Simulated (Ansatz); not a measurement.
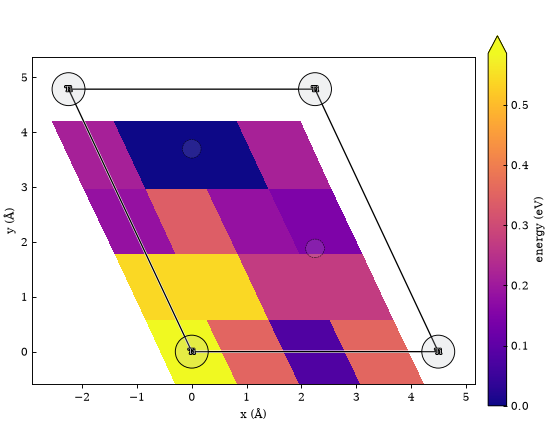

Energy landscape of Si on a Ti(101) slab cut from the P6/mmm phase, its upper half relaxed before the scan (9 atoms of substrate and one adsorbate in a 1 × 1 cell). 
- Si is moved over the surface cell at a fixed height above a rigid substrate; the origin of the map has the adsorbate above Ti9; the height is held at 2.20 Å.
- Places are given modulo a cell vector. The map is drawn in real space over the plane of the surface.
- Grid: 4 × 4 points.
- All energies are given in eV relative to the lowest grid point.
- The runs have no spin polarisation, so an open-shell adsorbate far from the surface lies too high. With one adsorbate in each 1 × 1 cell, its nearest image is 4.5 Å away, so neighbouring adsorbates interact. At a fixed height the lowest place need not be the adsorption site.
- Method: DFT PBE+D3(BJ), scalar-relativistic, plane waves, PAW in Ansatz. Settings: cutoff 420 eV, k-mesh 7×6×1, gaussian smearing 0.1 eV, no spin polarisation.

The picture shows one coloured cell a grid point, labelled circles for the atoms of the top layer and small ones for the second layer, the outline of one cell of the plane, one colour for all values above the top of the scale. 

Q: What does the map say about the system?

A: The lowest grid point is at (1/4, 3/4) of the cell vectors [nearest 2 Ti at 3.03 Å]. The highest grid point, the top site over a surface Ti atom, (0/4, 0/4) of the cell vectors, lies 1.270 eV above the lowest. At the lowest point the adsorbate has 2 Ti at 3.03 Å as nearest neighbours, at the highest 1 Ti at 2.20 Å.

The values on the grid:

```csv
"second ↓, first →",0/4,1/4,2/4,3/4
3/4,0.214,0.000,0.001,0.215
2/4,0.183,0.339,0.184,0.147
1/4,0.541,0.541,0.271,0.270
0/4,1.270,0.353,0.078,0.355
```

The whole map (16 points run) took 8.6 min on 2 threads of Intel(R) Xeon(R) 6975P-C (Granite Rapids), with other jobs on the host.

PAW datasets: the set soft_1.
